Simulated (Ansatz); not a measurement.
Consider Ag.

```cif
data_structure
_symmetry_space_group_name_H-M 'P 1'
_symmetry_Int_Tables_number 1
_cell_length_a 2.8671
_cell_length_b 2.8671
_cell_length_c 4.6907
_cell_angle_alpha 90.000
_cell_angle_beta 90.000
_cell_angle_gamma 120.000
_cell_volume 33.39
loop_
_atom_site_label
_atom_site_type_symbol
_atom_site_fract_x
_atom_site_fract_y
_atom_site_fract_z
_atom_site_occupancy
Ag1 Ag 0.33333 0.66667 0.25000 1
Ag2 Ag 0.66667 0.33333 0.75000 1
```

Space group P6₃/mmc.

The calculation used DFT PBEsol, scalar-relativistic, plane waves, PAW in Ansatz 0.2.0.

Question: Predict the valence pseudo-density and electron localisation function between the atoms.

Answer: Ag–Ag (2.87 Å): ρ is about 0.22 e/Å³ halfway; the ELF is about 0.15 at the midpoint: no shared electron pair shows on this line.

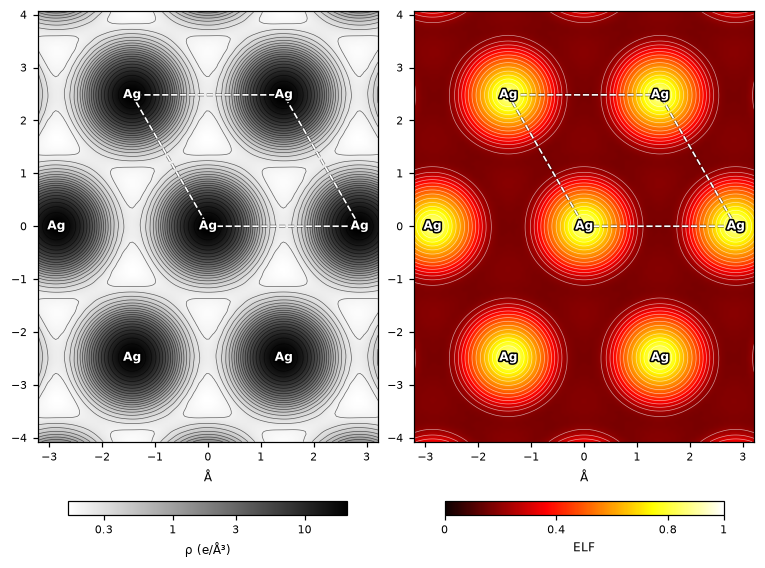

Computed valence pseudo-density and electron localisation function on the (001) plane of the conventional cell, in this order. 

In a PAW calculation such maps are meaningful between the atoms, not at the nuclei.
